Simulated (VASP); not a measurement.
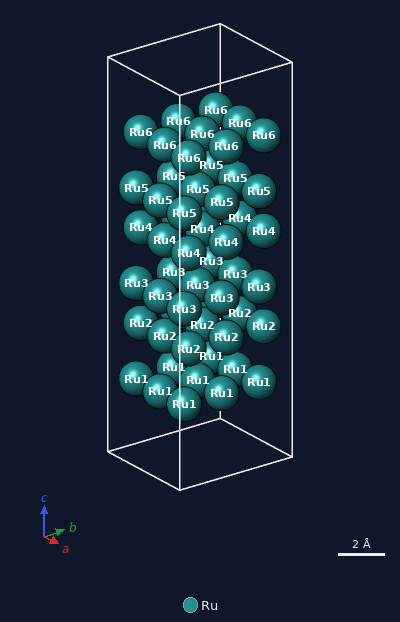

Figure 1. The input geometry (spheres-only view of the 3 × 3 repeat of the cell, with the vacuum cut short, seen slightly off an axis; atoms are numbered from 1 in the order of the input).

**Geometry relaxation, with input and output: Ru (part 1 of 4)**

The run: geometry relaxation of Ru (slab, 6 atoms in the cell). Method and program: Kohn-Sham DFT of a periodic cell, PBEsol, VASP PAW PBE potentials, recommended, no spin polarisation (VASP 6.6.1).

The structure derives from an entry of the Crystallography Open Database. It belongs to a series of runs on one base structure; here: the (0 0 1) slab of Ru, cut from the database cell, not relaxed.

OSZICAR
```
N       E                     dE             d eps       ncg     rms          rms(c)
DAV:   1     0.970247445203E+03    0.97025E+03   -0.53386E+04  1896   0.168E+03
DAV:   2    -0.289945143577E+02   -0.99924E+03   -0.97317E+03  1738   0.511E+02
DAV:   3    -0.620508902488E+02   -0.33056E+02   -0.31729E+02  2120   0.881E+01
DAV:   4    -0.633498288642E+02   -0.12989E+01   -0.12576E+01  1976   0.130E+01
DAV:   5    -0.634154887172E+02   -0.65660E-01   -0.65241E-01  2194   0.242E+00    0.310E+01
DAV:   6    -0.630299344359E+02    0.38555E+00   -0.36690E+01  1990   0.357E+01    0.193E+01
DAV:   7    -0.111577739229E+03   -0.48548E+02   -0.29378E+02  2290   0.870E+01    0.619E+01
DAV:   8    -0.710375236728E+02    0.40540E+02   -0.71741E+01  2074   0.261E+01    0.310E+01
DAV:   9    -0.147715223202E+03   -0.76678E+02   -0.60612E+02  2494   0.754E+01    0.616E+01
DAV:  10    -0.676751526227E+02    0.80040E+02   -0.14767E+02  2098   0.394E+01    0.292E+01
DAV:  11    -0.587927259135E+02    0.88824E+01   -0.75223E+01  2160   0.212E+01    0.872E+00
DAV:  12    -0.587138916848E+02    0.78834E-01   -0.98537E+00  2046   0.142E+01    0.559E+00
DAV:  13    -0.587732912973E+02   -0.59400E-01   -0.45840E+00  2280   0.100E+01    0.565E+00
DAV:  14    -0.585489903010E+02    0.22430E+00   -0.71018E-01  2050   0.450E+00    0.415E+00
DAV:  15    -0.585031491254E+02    0.45841E-01   -0.21925E-01  2110   0.200E+00    0.326E+00
DAV:  16    -0.584964641855E+02    0.66849E-02   -0.58807E-02  2052   0.171E+00    0.247E+00
DAV:  17    -0.585183355879E+02   -0.21871E-01   -0.21011E-01  2014   0.261E+00    0.201E+00
DAV:  18    -0.584877173640E+02    0.30618E-01   -0.10303E-01  2014   0.156E+00    0.106E+00
DAV:  19    -0.584866073938E+02    0.11100E-02   -0.56743E-03  1928   0.448E-01    0.108E+00
DAV:  20    -0.584786264777E+02    0.79809E-02   -0.12383E-02  1982   0.544E-01    0.644E-01
DAV:  21    -0.584751916252E+02    0.34349E-02   -0.38343E-02  2086   0.760E-01    0.261E-01
DAV:  22    -0.584747180587E+02    0.47357E-03   -0.25305E-03  1958   0.289E-01    0.144E-01
DAV:  23    -0.584746159184E+02    0.10214E-03   -0.33917E-04  2070   0.105E-01    0.929E-02
DAV:  24    -0.584745295602E+02    0.86358E-04   -0.33453E-04  1996   0.865E-02    0.392E-02
DAV:  25    -0.584745283477E+02    0.12125E-05   -0.53377E-05  1972   0.410E-02    0.280E-02
DAV:  26    -0.584745405712E+02   -0.12223E-04   -0.12927E-04  1782   0.478E-02    0.160E-02
DAV:  27    -0.584745622061E+02   -0.21635E-04   -0.43464E-05  1616   0.318E-02    0.983E-03
DAV:  28    -0.584745893981E+02   -0.27192E-04   -0.15256E-05  1314   0.193E-02    0.777E-03
DAV:  29    -0.584746038140E+02   -0.14416E-04   -0.17814E-06  1064   0.688E-03    0.496E-03
DAV:  30    -0.584746259158E+02   -0.22102E-04   -0.41215E-06  1096   0.949E-03    0.396E-03
DAV:  31    -0.584746316511E+02   -0.57353E-05   -0.14427E-06   886   0.673E-03    0.193E-03
DAV:  32    -0.584746388708E+02   -0.72197E-05   -0.36665E-07   892   0.268E-03    0.165E-03
DAV:  33    -0.584746406256E+02   -0.17548E-05   -0.12775E-07   852   0.201E-03    0.564E-04
DAV:  34    -0.584746411562E+02   -0.53061E-06   -0.66571E-08   842   0.116E-03
   1 F= -.58474641E+02 E0= -.58469283E+02  d E =-.584746E+02
       N       E                     dE             d eps       ncg     rms          rms(c)
DAV:   1    -0.582876420412E+02    0.18700E+00   -0.38066E+01  1716   0.665E+01    0.127E+00
DAV:   2    -0.602430314296E+02   -0.19554E+01   -0.11910E+01  1820   0.192E+01    0.114E+01
DAV:   3    -0.585918195273E+02    0.16512E+01   -0.72286E+00  2056   0.103E+01    0.236E+00
DAV:   4    -0.586347310606E+02   -0.42912E-01   -0.55030E-01  2156   0.516E+00    0.249E+00
DAV:   5    -0.585446257125E+02    0.90105E-01   -0.53480E-01  2096   0.393E+00    0.105E+00
DAV:   6    -0.585386832360E+02    0.59425E-02   -0.83020E-02  2030   0.183E+00    0.837E-01
DAV:   7    -0.585403934126E+02   -0.17102E-02   -0.13793E-02  2014   0.945E-01    0.799E-01
DAV:   8    -0.585361029050E+02    0.42905E-02   -0.22811E-02  2040   0.112E+00    0.552E-01
DAV:   9    -0.585334069093E+02    0.26960E-02   -0.19811E-02  2048   0.802E-01    0.277E-01
DAV:  10    -0.585329854639E+02    0.42145E-03   -0.21636E-03  1998   0.395E-01    0.207E-01
DAV:  11    -0.585328649513E+02    0.12051E-03   -0.77057E-04  2080   0.141E-01    0.169E-01
DAV:  12    -0.585327776524E+02    0.87299E-04   -0.13786E-04  2052   0.785E-02    0.120E-01
DAV:  13    -0.585327467065E+02    0.30946E-04   -0.26833E-04  2064   0.931E-02    0.747E-02
DAV:  14    -0.585327014634E+02    0.45243E-04   -0.26563E-04  2012   0.751E-02    0.116E-02
DAV:  15    -0.585327017650E+02   -0.30161E-06   -0.76592E-06  1684   0.175E-02
   2 F= -.58532702E+02 E0= -.58528647E+02  d E =-.580606E-01
       N       E                     dE             d eps       ncg     rms          rms(c)
DAV:   1    -0.585305939909E+02    0.21075E-02   -0.50178E-01  1686   0.714E+00    0.138E-01
DAV:   2    -0.585491066721E+02   -0.18513E-01   -0.14478E-01  1848   0.183E+00    0.107E+00
DAV:   3    -0.585338184388E+02    0.15288E-01   -0.83189E-02  1944   0.128E+00    0.206E-01
DAV:   4    -0.585347030626E+02   -0.88462E-03   -0.57813E-03  2002   0.492E-01    0.307E-01
DAV:   5    -0.585337218332E+02    0.98123E-03   -0.44921E-03  2070   0.434E-01    0.160E-01
DAV:   6    -0.585336196919E+02    0.10214E-03   -0.97385E-04  2046   0.240E-01    0.137E-01
DAV:   7    -0.585334320139E+02    0.18768E-03   -0.13963E-03  2034   0.217E-01    0.441E-02
DAV:   8    -0.585334107933E+02    0.21221E-04   -0.17723E-04  2030   0.115E-01    0.202E-02
DAV:   9    -0.585334080621E+02    0.27312E-05   -0.46439E-05  2010   0.493E-02    0.145E-02
DAV:  10    -0.585334064784E+02    0.15836E-05   -0.14547E-05  1702   0.283E-02    0.947E-03
DAV:  11    -0.585334058652E+02    0.61319E-06   -0.23504E-06   958   0.928E-03
   3 F= -.58533406E+02 E0= -.58529425E+02  d E =-.587647E-01
       N       E                     dE             d eps       ncg     rms          rms(c)
DAV:   1    -0.585187693722E+02    0.14637E-01   -0.35432E+00  1712   0.198E+01    0.314E-01
DAV:   2    -0.585401150705E+02   -0.21346E-01   -0.21550E-01  1644   0.316E+00    0.380E-01
DAV:   3    -0.585557040328E+02   -0.15589E-01   -0.14652E-01  2144   0.178E+00    0.105E+00
DAV:   4    -0.585434883880E+02    0.12216E-01   -0.23163E-01  2296   0.212E+00    0.544E-01
DAV:   5    -0.585401221311E+02    0.33663E-02   -0.19828E-02  2116   0.827E-01    0.290E-01
DAV:   6    -0.585396303245E+02    0.49181E-03   -0.62560E-03  2054   0.589E-01    0.246E-01
DAV:   7    -0.585391923718E+02    0.43795E-03   -0.40726E-03  1990   0.438E-01    0.126E-01
DAV:   8    -0.585390005052E+02    0.19187E-03   -0.15334E-03  2030   0.317E-01    0.578E-02
DAV:   9    -0.585389881660E+02    0.12339E-04   -0.27910E-04  2008   0.135E-01    0.463E-02
DAV:  10    -0.585389583415E+02    0.29824E-04   -0.15201E-04  2030   0.940E-02    0.783E-03
DAV:  11    -0.585389592678E+02   -0.92626E-06   -0.62061E-06  1558   0.146E-02
   4 F= -.58538959E+02 E0= -.58535202E+02  d E =-.555340E-02
       N       E                     dE             d eps       ncg     rms          rms(c)
DAV:   1    -0.585348853913E+02    0.40730E-02   -0.84629E-01  1718   0.965E+00    0.154E-01
DAV:   2    -0.585398862888E+02   -0.50009E-02   -0.50633E-02  1652   0.154E+00    0.173E-01
DAV:   3    -0.585400393903E+02   -0.15310E-03   -0.47461E-03  2030   0.546E-01    0.161E-01
DAV:   4    -0.585404307945E+02   -0.39140E-03   -0.88655E-03  2160   0.483E-01    0.231E-01
DAV:   5    -0.585401360564E+02    0.29474E-03   -0.13178E-02  2232   0.498E-01    0.186E-01
DAV:   6    -0.585398582471E+02    0.27781E-03   -0.77458E-03  2230   0.383E-01    0.138E-01
DAV:   7    -0.585397067491E+02    0.15150E-03   -0.12686E-03  2004   0.212E-01    0.643E-02
DAV:   8    -0.585396557707E+02    0.50978E-04   -0.37516E-04  2048   0.157E-01    0.270E-02
DAV:   9    -0.585396534024E+02    0.23683E-05   -0.60601E-05  2004   0.631E-02    0.214E-02
DAV:  10    -0.585396469286E+02    0.64738E-05   -0.31845E-05  1958   0.443E-02    0.326E-03
DAV:  11    -0.585396470587E+02   -0.13010E-06   -0.90705E-07   970   0.658E-03
   5 F= -.58539647E+02 E0= -.58535980E+02  d E =-.624119E-02
       N       E                     dE             d eps       ncg     rms          rms(c)
DAV:   1    -0.585370449310E+02    0.26020E-02   -0.73260E-01  1790   0.894E+00    0.136E-01
DAV:   2    -0.585494152270E+02   -0.12370E-01   -0.10350E-01  1832   0.178E+00    0.787E-01
DAV:   3    -0.585433118688E+02    0.61034E-02   -0.12917E-01  2104   0.156E+00    0.388E-01
DAV:   4    -0.585415949994E+02    0.17169E-02   -0.20291E-02  2046   0.748E-01    0.187E-01
DAV:   5    -0.585411295495E+02    0.46545E-03   -0.33477E-03  2040   0.371E-01    0.846E-02
DAV:   6    -0.585410942291E+02    0.35320E-04   -0.59309E-04  2012   0.212E-01    0.815E-02
DAV:   7    -0.585410459548E+02    0.48274E-04   -0.59895E-04  2010   0.146E-01    0.393E-02
DAV:   8    -0.585410375636E+02    0.83911E-05   -0.12895E-04  2052   0.955E-02    0.276E-02
DAV:   9    -0.585410294453E+02    0.81184E-05   -0.48615E-05  2036   0.467E-02    0.135E-02
DAV:  10    -0.585410269042E+02    0.25411E-05   -0.12537E-05  1664   0.273E-02    0.340E-03
DAV:  11    -0.585410270748E+02   -0.17062E-06   -0.17530E-06   950   0.683E-03
   6 F= -.58541027E+02 E0= -.58537378E+02  d E =-.138002E-02
       N       E                     dE             d eps       ncg     rms          rms(c)
DAV:   1    -0.585071735014E+02    0.33853E-01   -0.65879E+00  1774   0.268E+01    0.421E-01
DAV:   2    -0.586322883836E+02   -0.12511E+00   -0.10176E+00  1816   0.556E+00    0.255E+00
DAV:   3    -0.585627048498E+02    0.69584E-01   -0.12634E+00  2152   0.477E+00    0.113E+00
DAV:   4    -0.585497764748E+02    0.12928E-01   -0.18698E-01  2030   0.236E+00    0.600E-01
DAV:   5    -0.585447162960E+02    0.50602E-02   -0.29245E-02  2064   0.114E+00    0.232E-01
DAV:   6    -0.585447603714E+02   -0.44075E-04   -0.54828E-03  2016   0.622E-01    0.271E-01
DAV:   7    -0.585441219136E+02    0.63846E-03   -0.51968E-03  2016   0.452E-01    0.103E-01
DAV:   8    -0.585441213213E+02    0.59230E-06   -0.17143E-03  2032   0.326E-01    0.973E-02
DAV:   9    -0.585440298056E+02    0.91516E-04   -0.42376E-04  2014   0.162E-01    0.550E-02
DAV:  10    -0.585440005990E+02    0.29207E-04   -0.12207E-04  2036   0.911E-02    0.322E-02
DAV:  11    -0.585439900694E+02    0.10530E-04   -0.18435E-04  1808   0.588E-02    0.143E-02
DAV:  12    -0.585439882553E+02    0.18141E-05   -0.26720E-05  1564   0.256E-02    0.335E-03
DAV:  13    -0.585439884248E+02   -0.16954E-06   -0.63560E-07  1024   0.467E-03
   7 F= -.58543988E+02 E0= -.58540388E+02  d E =-.434137E-02
       N       E                     dE             d eps       ncg     rms          rms(c)
DAV:   1    -0.583879578224E+02    0.15603E+00   -0.26351E+01  1782   0.536E+01    0.890E-01
DAV:   2    -0.590009301969E+02   -0.61297E+00   -0.46063E+00  1800   0.121E+01    0.555E+00
DAV:   3    -0.586042687166E+02    0.39666E+00   -0.51176E+00  2192   0.926E+00    0.207E+00
DAV:   4    -0.585691441178E+02    0.35125E-01   -0.72679E-01  1998   0.464E+00    0.126E+00
DAV:   5    -0.585473449580E+02    0.21799E-01   -0.12638E-01  2076   0.236E+00    0.492E-01
DAV:   6    -0.585478649468E+02   -0.51999E-03   -0.22146E-02  2026   0.126E+00    0.585E-01
DAV:   7    -0.585447407740E+02    0.31242E-02   -0.22772E-02  2048   0.919E-01    0.218E-01
DAV:   8    -0.585449348181E+02   -0.19404E-03   -0.87221E-03  2016   0.713E-01    0.229E-01
DAV:   9    -0.585444353852E+02    0.49943E-03   -0.23348E-03  2024   0.398E-01    0.149E-01
DAV:  10    -0.585442997898E+02    0.13560E-03   -0.71286E-04  2044   0.227E-01    0.111E-01
DAV:  11    -0.585441612475E+02    0.13854E-03   -0.20334E-03  2048   0.198E-01    0.443E-02
DAV:  12    -0.585441404728E+02    0.20775E-04   -0.20828E-04  1940   0.684E-02    0.792E-03
DAV:  13    -0.585441412149E+02   -0.74211E-06   -0.41587E-06  1302   0.108E-02
   8 F= -.58544141E+02 E0= -.58540609E+02  d E =-.449416E-02
       N       E                     dE             d eps       ncg     rms          rms(c)
DAV:   1    -0.585116061014E+02    0.32534E-01   -0.63332E+00  1814   0.263E+01    0.388E-01
DAV:   2    -0.585795164881E+02   -0.67910E-01   -0.59214E-01  1808   0.466E+00    0.158E+00
DAV:   3    -0.585729917370E+02    0.65248E-02   -0.79852E-01  2104   0.391E+00    0.133E+00
DAV:   4    -0.585489350910E+02    0.24057E-01   -0.21757E-01  2126   0.222E+00    0.490E-01
DAV:   5    -0.585460353793E+02    0.28997E-02   -0.25119E-02  1986   0.105E+00    0.264E-01
DAV:   6    -0.585456096299E+02    0.42575E-03   -0.56373E-03  2046   0.651E-01    0.237E-01
DAV:   7    -0.585451922718E+02    0.41736E-03   -0.38621E-03  2034   0.388E-01    0.104E-01
DAV:   8    -0.585451157975E+02    0.76474E-04   -0.11536E-03  2022   0.287E-01    0.685E-02
DAV:   9    -0.585450894474E+02    0.26350E-04   -0.23718E-04  2004   0.131E-01    0.445E-02
DAV:  10    -0.585450632377E+02    0.26210E-04   -0.13388E-04  2030   0.931E-02    0.160E-02
DAV:  11    -0.585450618468E+02    0.13909E-05   -0.46069E-05  1744   0.355E-02    0.112E-02
DAV:  12    -0.585450604792E+02    0.13676E-05   -0.12764E-05  1142   0.191E-02    0.141E-03
DAV:  13    -0.585450605933E+02   -0.11410E-06   -0.96068E-07   944   0.443E-03
   9 F= -.58545061E+02 E0= -.58541500E+02  d E =-.541353E-02
       N       E                     dE             d eps       ncg     rms          rms(c)
DAV:   1    -0.585449814166E+02    0.79063E-04   -0.14638E-02  1790   0.127E+00    0.191E-02
DAV:   2    -0.585451809223E+02   -0.19951E-03   -0.17119E-03  1824   0.238E-01    0.947E-02
DAV:   3    -0.585451106209E+02    0.70301E-04   -0.21383E-03  2128   0.202E-01    0.574E-02
DAV:   4    -0.585450715312E+02    0.39090E-04   -0.43331E-04  2100   0.105E-01    0.260E-02
DAV:   5    -0.585450630834E+02    0.84478E-05   -0.66001E-05  1728   0.522E-02    0.128E-02
DAV:   6    -0.585450622479E+02    0.83550E-06   -0.12234E-05  1680   0.307E-02    0.121E-02
DAV:   7    -0.585450611585E+02    0.10894E-05   -0.12838E-05  1422   0.211E-02    0.567E-03
DAV:   8    -0.585450609251E+02    0.23335E-06   -0.22557E-06  1150   0.137E-02
  10 F= -.58545061E+02 E0= -.58541501E+02  d E =-.541387E-02
       N       E                     dE             d eps       ncg     rms          rms(c)
DAV:   1    -0.585441183477E+02    0.94281E-03   -0.14935E-01  1718   0.388E+00    0.715E-02
DAV:   2    -0.585509656485E+02   -0.68473E-02   -0.53452E-02  1896   0.110E+00    0.657E-01
DAV:   3    -0.585450701975E+02    0.58955E-02   -0.33786E-02  2016   0.809E-01    0.108E-01
DAV:   4    -0.585452558041E+02   -0.18561E-03   -0.15427E-03  2082   0.258E-01    0.152E-01
DAV:   5    -0.585450218014E+02    0.23400E-03   -0.10465E-03  2062   0.213E-01    0.785E-02
DAV:   6    -0.585449838885E+02    0.37913E-04   -0.31755E-04  2032   0.123E-01    0.499E-02
DAV:   7    -0.585449524588E+02    0.31430E-04   -0.22248E-04  2038   0.105E-01    0.140E-02
DAV:   8    -0.585449520337E+02    0.42511E-06   -0.23822E-05  1808   0.400E-02    0.100E-02
DAV:   9    -0.585449510169E+02    0.10168E-05   -0.12757E-05  1528   0.269E-02    0.648E-03
DAV:  10    -0.585449510035E+02    0.13342E-07   -0.12590E-06  1012   0.971E-03
  11 F= -.58544951E+02 E0= -.58541384E+02  d E =0.109922E-03
       N       E                     dE             d eps       ncg     rms          rms(c)
DAV:   1    -0.585446510057E+02    0.30001E-03   -0.77376E-02  1724   0.279E+00    0.505E-02
DAV:   2    -0.585487194117E+02   -0.40684E-02   -0.31477E-02  1904   0.834E-01    0.507E-01
DAV:   3    -0.585451379879E+02    0.35814E-02   -0.20673E-02  2056   0.660E-01    0.753E-02
DAV:   4    -0.585452032516E+02   -0.65264E-04   -0.70085E-04  2052   0.176E-01    0.981E-02
DAV:   5    -0.585451138541E+02    0.89397E-04   -0.46696E-04  2016   0.147E-01    0.545E-02
DAV:   6    -0.585451025675E+02    0.11287E-04   -0.17672E-04  2024   0.926E-02    0.360E-02
DAV:   7    -0.585450830111E+02    0.19556E-04   -0.14289E-04  2016   0.947E-02    0.120E-02
DAV:   8    -0.585450817027E+02    0.13085E-05   -0.18111E-05  1786   0.363E-02    0.741E-03
DAV:   9    -0.585450811976E+02    0.50505E-06   -0.70027E-06  1338   0.161E-02
  12 F= -.58545081E+02 E0= -.58541520E+02  d E =-.202725E-04
```
